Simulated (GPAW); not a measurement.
# zigzag Cr chain, bond 2.497 A: from the magnetic state to anisotropy

Aim: the anisotropy of zigzag Cr chain, bond 2.497 A from the Kohn–Sham states of one collinear run.

Main program and level: GPAW 26.7.0; revPBE; plane waves with GPAW's PAW setups, scalar-relativistic.

## 1. Set-up

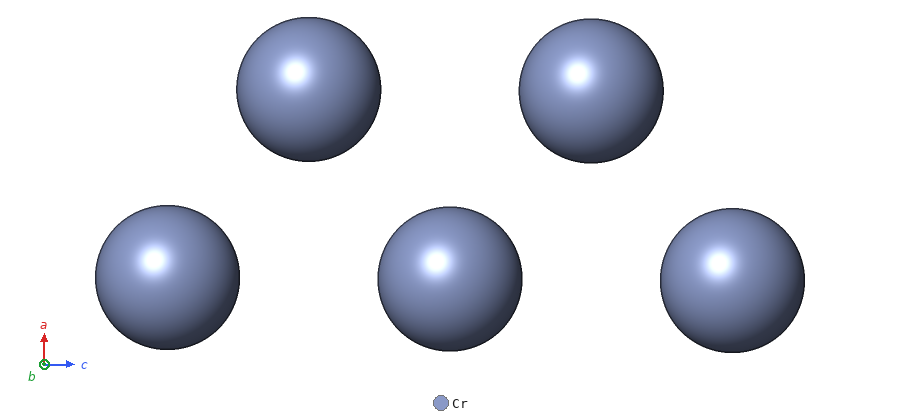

Start, viewed from the side, with the c axis across the page; chromium light blue. 1×1×2 cells are drawn. Some periodic images of atoms are drawn too.

The cell holds 2 atoms: 2 Cr. Its edges and angles: a = 12.000 Å, b = 12.000 Å, c = 2.996 Å, α = 90.0°, β = 90.0°, γ = 90.0°. model lattice. Vacuum lies along a and b. The structure's axis is c.

Coordinates:

```
Cr
1.0
    12.00000    0.00000    0.00000
     0.00000   12.00000    0.00000
     0.00000    0.00000    2.99640
Cr
2
Direct
  0.41677 0.50000 0.00000
  0.58323 0.50000 0.50000
```

The settings of this session are not all sound (see the inputs), so it shows what such settings give, not the properties of the crystal.

## 2. The magnetic state

All later steps read the density of this run.

File order2.py:

```python
import json
import numpy as np
from ase import Atoms
from ase.parallel import paropen, parprint
from gpaw import GPAW

atoms = Atoms(['Cr', 'Cr'],
    cell=[[12.0, 0.0, 0.0],
         [0.0, 12.0, 0.0],
         [0.0, 0.0, 2.9964]],
    scaled_positions=[[0.41676667, 0.5, 0.0],
         [0.58323333, 0.5, 0.5]],
    pbc=True,
    magmoms=[2.5, -2.5])
atoms.calc = GPAW(mode={'name': 'pw', 'ecut': 550},
    xc='revPBE',
    kpts={'size': (1, 1, 4), 'gamma': True},
    occupations={'name': 'fermi-dirac', 'width': 0.1},
    convergence={'density': 1e-05, 'energy': 1e-05},
    maxiter=200,
    symmetry={'tolerance': 1e-4},
    txt='order2.txt')
e = atoms.get_potential_energy(force_consistent=True)
res = {'free_energy': e, 'energy_sigma0': atoms.get_potential_energy(), 'fermi_energy': atoms.calc.get_fermi_level()}
res['moments'] = atoms.get_magnetic_moments().tolist()
res['total'] = atoms.get_magnetic_moment()
parprint('site moments (muB):', np.round(res['moments'], 3))
parprint(f"total moment: {res['total']:.3f} muB")
parprint(f'free energy: {e:.6f} eV')
atoms.calc.write('order2.gpw')
with paropen('results.json', 'w') as f:
    json.dump(res, f)
```

Launch:

```sh
$ OMP_NUM_THREADS=1 python3 order2.py > order2.log
```

Output:

```text
site moments (muB): [ 3.569 -3.569]
total moment: -0.000 muB
free energy: -13.766606 eV

--- order2.txt ---
Input parameters:
  mode=PW(ecut=550),
  convergence={'density': 1e-05, 'energy': 1e-05},
  kpts=MonkhorstPack(size=(1, 1, 4), gamma=True),
  maxiter=200,
  occupations=Occupations(name='fermi-dirac', width=0.1),
  symmetry=Symmetry(tolerance=0.0001),
  xc=XC(name='revPBE')

Diagonalizing LCAO Hamiltonian
Converting LCAO to pw mode
        .----------------------------.
       /|                            |
      / |                            |
     /  |                            |
    /   .----------------------------.
   /   /                            /
  /   /              Cr            /
 *   /                            /
 |  /            Cr              /
 | /                            /
 |/                            /
 *----------------------------*

Atoms  # Å, Bohr magnetons
|   | symbol |        x |        y |        z |    initial magnetic moments |
|---|--------|----------|----------|----------|-----------------------------|
| 0 |     Cr | 5.001200 | 6.000000 | 0.000000 | ( 0.0000,  0.0000,  2.5000) |
| 1 |     Cr | 6.998800 | 6.000000 | 1.498200 | ( 0.0000,  0.0000, -2.5000) |

Unit cell  # Å
| periodic |         x |         y |        z |   lengths |    angles |
|----------|-----------|-----------|----------|-----------|-----------|
|      yes | 12.000000 |  0.000000 | 0.000000 | 12.000000 | 90.000000 |
|      yes |  0.000000 | 12.000000 | 0.000000 | 12.000000 | 90.000000 |
|      yes |  0.000000 |  0.000000 | 2.996400 |  2.996400 | 90.000000 |

Number of symmetries: 4

BZ-sampling:
  Number of BZ points: 4
  Number of IBZ points: 3

  Monkhorst-Pack size: [1, 1, 4]
  Monkhorst-Pack shift: [0.0, 0.0, 0.125]

Plane wave coefficients: 12724
Cutoff: 550.0 eV

Spin-components: 2 (collinear spins)
Bands:           12
Projectors:      12
Spin-degeneracy: 1
Datatype:        complex128

Parallelization:
  kpt:    1
  domain: 1
  band:   1

Density:
  Valence electrons: 12.0
  Components: 2
  Grid points: [70 70 18]
  Charge: 0.0  # |e|

Potential:
  Grid points: [70 70 18]

[... setups left out ...]
Reference energy: -57171.998407  # eV

eigensolver:
  PPCG
  Converge bands: occupied
  niter=2

density mixing:
  MSR1-Mixer
  Pratt-step length: 0.05
  Maximum mixing coefficient: 0.75
  Old densities: 10
  SVD Regularization: 0.005
  Good broyden scale: 1.0
  Trust region scale: 1.0
  Backstep threshold: 4.0
  History deletion threshold: 6.0
  Fourier metric: weight=20.0, sigma=0.015

occupation numbers:
  Fermi-Dirac:
    width: 0.1000  # eV

poisson solver:
  ecut: 4400.0  # eV

xc functional:
  name: revPBE with 2 nearest neighbor stencil

convergence criteria:
- Maximum integral of absolute [dens]ity change: 1e-05 electrons / valence electron
- Maximum [total energy] change in last 3 cyles: 1e-05 eV / valence electron
- Maximum integral of absolute [eigenst]ate change: 4e-08 eV^2 / valence electron
maximum number of iterations: 200

SCF iterations
|iter     |      energy | eigst |  dens |  magmom |
|---------|-------------|-------|-------|---------|
|iter:   1|       0s |  -15.339951 | +0.41 |       |  +0.0000|
|iter:   2|       2s |  -14.508151 | -1.11 | -0.25 |  -0.0000|
|iter:   3|       4s |  -13.600452 | +0.32 | -0.30 |  +0.0000|
|iter:   4|       6s |  -13.510110 | -0.34 | -0.61 |  +0.0000|
|iter:   5|       8s |  -13.738155 | -1.40 | -0.79 |  +0.0000|
|iter:   6|      10s |  -13.756822 | -1.82 | -1.30 |  +0.0000|
|iter:   7|      12s |  -13.755776 | -2.49 | -1.69 |  -0.0000|
|iter:   8|      14s |  -13.758792 | -2.90 | -1.88 |  +0.0000|
|iter:   9|      16s |  -13.759012 | -3.52 | -2.68 |  -0.0000|
|iter:  10|      18s |  -13.759002 | -4.09 | -2.96 |  +0.0000|
|iter:  11|      21s |  -13.759037c| -4.48 | -3.13 |  -0.0000|
|iter:  12|      23s |  -13.759029c| -5.04 | -3.52 |  +0.0000|
|iter:  13|      25s |  -13.759029c| -5.50 | -3.92 |  -0.0000|
|iter:  14|      27s |  -13.759027c| -6.01 | -4.16 |  -0.0000|
|iter:  15|      29s |  -13.759028c| -6.41 | -4.37 |  +0.0000|
|iter:  16|      31s |  -13.759029c| -6.91 | -4.80 |  -0.0000|
|iter:  17|      33s |  -13.759029c| -7.27 | -4.97 |  -0.0000|
|iter:  18|      35s |  -13.759029c| -7.64c| -5.11c|  -0.0000|

Converged in 18 steps
Energy contributions relative to reference atoms: (reference = -57171.998407)

Energy contributions:
  Kinetic:          -0.995132
  Coulomb:          -2.493771
  Zero:              0.080372
  External:          0.000000
  Xc:              -10.342920
  Entropy:          -0.015154
  Spinorbit:         0.000000
  ----------------------------
  Free energy:     -13.766606
  Extrapolated:    -13.759029

dipole moment: (0.000130, 0.000130, -7.107822)  # |e|*Ang

Total magnetic moment: (0.000000, 0.000000, -0.000000)

Local magnetic moments
|        x |        y |         z |
|----------|----------|-----------|
| 0.000000 | 0.000000 |  3.568796 |  # Cr   0
| 0.000000 | 0.000000 | -3.568796 |  # Cr   1

Fermi level: -2.428
Eigenvalues  # (at kpt = [0.000, 0.000, 0.000])
| band index |      eig [eV] | occ [0-1] |      eig [eV] | occ [0-1] |
|------------|---------------|-----------|---------------|-----------|
|          0 |        -6.243 |     1.000 |        -6.243 |     1.000 |
|          1 |        -4.760 |     1.000 |        -4.760 |     1.000 |
|          2 |        -3.923 |     1.000 |        -3.923 |     1.000 |
|          3 |        -3.771 |     1.000 |        -3.771 |     1.000 |
|          4 |        -3.455 |     1.000 |        -3.455 |     1.000 |
|          5 |        -2.990 |     0.996 |        -2.990 |     0.996 |
|          6 |        -2.790 |     0.974 |        -2.790 |     0.974 |
|          7 |        -1.905 |     0.005 |        -1.905 |     0.005 |
|          8 |        -0.886 |     0.000 |        -0.886 |     0.000 |
|          9 |        -0.330 |     0.000 |        -0.330 |     0.000 |
|         10 |        -0.299 |     0.000 |        -0.299 |     0.000 |
|         11 |        -0.237 |     0.000 |        -0.237 |     0.000 |

No gap
No difference between direct/indirect transitions
```

The job ended after 41 s (1 MPI rank of Intel Xeon Platinum 8259CL at 2.50GHz (Skylake/Cascade Lake), shared host; peak memory 0.38 GiB).

Spin moment in the augmentation sphere by atom:

| atom | spin moment in the augmentation sphere (μB) |
| --- | --- |
| Cr1 | 3.57 |
| Cr2 | -3.57 |

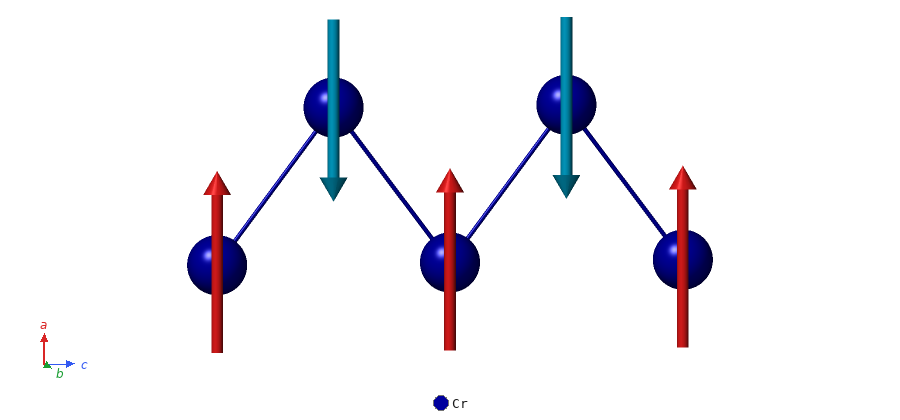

Spin moment in the augmentation sphere as arrows, the longest 3.57 μB. Up and down stand for the sign. Arrows give size and sign along the axis of quantisation, drawn up and down the page. The two directions have two colours. 1×1×2 cells are drawn. Some periodic images of atoms are drawn too.

This step gave:

| Item | Value |
| --- | --- |
| magnetization | 0 μB |
| final state | antiferromagnetic |

After 18 cycles the largest moment stands at 3.57 μB.

## 3. More states at fixed density

The steps that follow sum over empty states, which the ground-state run does not converge; 13 states a spin are converged here at the frozen density and written with their wave functions.

It starts from the saved density of the lowest of the states tried.

File nscf.py:

```python
from gpaw import GPAW

calc = GPAW('order2.gpw').fixed_density(
    kpts={'size': (1, 1, 6), 'gamma': True},
    nbands=17,
    convergence={'bands': 13, 'eigenstates': 1e-9},
    eigensolver='ppcg',
    parallel={'domain': 1},
    txt='nscf.txt')
calc.write('nscf.gpw', mode='all')
```

Launch:

```sh
$ OMP_NUM_THREADS=1 python3 nscf.py > nscf.log
```

Output:

```text
Input parameters:
  mode=PW(ecut=550),
  convergence={'bands': 13, 'eigenstates': 1e-09},
  eigensolver=PPCG(niter=2, min_niter=1, max_buffer_mem=209715200, blocksize=None, rr_modulo=5, include_cg=True, promote_inner_dtype=False, tolerances=None),
  gpts=array([70, 70, 18]),
  kpts=MonkhorstPack(size=(1, 1, 6), gamma=True),
  maxiter=200,
  nbands=17,
  occupations=Occupations(name='fermi-dirac', width=0.1),
  parallel={'domain': 1},
  symmetry=Symmetry(tolerance=0.0001),
  xc=XC(name='revPBE')
```

Run time: 65 s. Hardware: 1 MPI rank; peak memory 0.38 GiB.

## 4. Magnetocrystalline anisotropy

Spin–orbit coupling is added in the basis of the saved states for each direction of the moments. The change in the band energy is the anisotropy energy, with no new self-consistent run.

File anisotropy.py:

```python
import json
import numpy as np
from ase.parallel import paropen, parprint
from gpaw import GPAW
from gpaw.spinorbit import soc_eigenstates

calc = GPAW('nscf.gpw')
angles = [[0.0, 0.0], [90.0, 0.0], [90.0, 90.0], [15.0, 0.0], [30.0, 0.0], [45.0, 0.0], [60.0, 0.0], [75.0, 0.0]]  # theta, phi in degrees
res = {'rows': []}
for scale in [1.0]:
    e0 = None
    for theta, phi in angles:
        soc = soc_eigenstates(calc, n2=13, scale=scale, theta=theta, phi=phi)
        e = soc.calculate_band_energy()
        e0 = e if e0 is None else e0
        orbital = soc.get_orbital_magnetic_moments()
        res['rows'].append([scale, theta, phi, 1000 * (e - e0), orbital.tolist()])
        parprint(f'scale {scale} theta {theta:6.1f} phi {phi:6.1f}  dE = {1000 * (e - e0):9.4f} meV  |L| =', np.round(np.linalg.norm(orbital, axis=1), 4))
with paropen('results.json', 'w') as f:
    json.dump(res, f)
```

Launch:

```sh
$ OMP_NUM_THREADS=1 python3 anisotropy.py > anisotropy.log
```

Output:

```text
scale 1.0 theta    0.0 phi    0.0  dE =    0.0000 meV  |L| = [0.0088 0.0088]
scale 1.0 theta   90.0 phi    0.0  dE =   -0.0245 meV  |L| = [0.0136 0.0136]
scale 1.0 theta   90.0 phi   90.0  dE =   -0.3611 meV  |L| = [0.0143 0.0143]
scale 1.0 theta   15.0 phi    0.0  dE =   -0.0016 meV  |L| = [0.0092 0.0092]
scale 1.0 theta   30.0 phi    0.0  dE =   -0.0061 meV  |L| = [0.0102 0.0102]
scale 1.0 theta   45.0 phi    0.0  dE =   -0.0122 meV  |L| = [0.0114 0.0114]
scale 1.0 theta   60.0 phi    0.0  dE =   -0.0184 meV  |L| = [0.0126 0.0126]
scale 1.0 theta   75.0 phi    0.0  dE =   -0.0229 meV  |L| = [0.0133 0.0133]
```

Wall time 3.5 s (1 MPI rank); peak memory 0.22 GiB.

Directions, in the order of the table: z (the chain axis); x; y; 0.17 of the way from z (the chain axis) to x; 0.33 of the way from z (the chain axis) to x; 0.50 of the way from z (the chain axis) to x; 0.67 of the way from z (the chain axis) to x; 0.83 of the way from z (the chain axis) to x.

Theta from the Cartesian z axis, phi from x; spin up lies along the direction. Anisotropy, by row:

| spin-orbit scale | theta (degrees) | phi (degrees) | band energy less the first direction's (meV a cell) | orbital moment of atom 1 along the direction (μB) | sum of orbital moments along the direction (μB a cell) |
| --- | --- | --- | --- | --- | --- |
| 1 | 0 | 0 | 0 | -0.008788 | 0 |
| 1 | 90 | 0 | -0.02452 | -0.01358 | 0 |
| 1 | 90 | 90 | -0.3611 | -0.01431 | 0 |
| 1 | 15 | 0 | -0.001639 | -0.009109 | 0 |
| 1 | 30 | 0 | -0.006118 | -0.009985 | 0 |
| 1 | 45 | 0 | -0.01224 | -0.01118 | 0 |
| 1 | 60 | 0 | -0.01838 | -0.01238 | 0 |
| 1 | 75 | 0 | -0.02287 | -0.01326 | 0 |

## 5. What came out

- state: antiferromagnetic
- largest site moment: 3.57 μB
- spread of the directions' energies: 0.361 meV a cell
- easiest direction tried: y

What this shows: About the antiferromagnetic state the directions differ by 0.361 meV a cell, with y easiest. The anisotropy comes from the force theorem at a frozen potential; it needs a check on a finer mesh, and shape anisotropy is not in it.

[Logs and program files are shortened in this print: banners, set-up blocks, solver, clock and traceback lines can be left out without a mark of their own.]

[Logs are printed without paths, hosts, clocks, repeated set-up lines and the standing remarks that a program may print on its own settings, such as how far it seeks lower states.]

[Hosts, paths, dates, database ids (printed as entryN), source tags and the programs' standing remarks are cut or masked in the printed files.]

[Where a cell is said to come from a database of computed structures, the database is the Materials Project.]
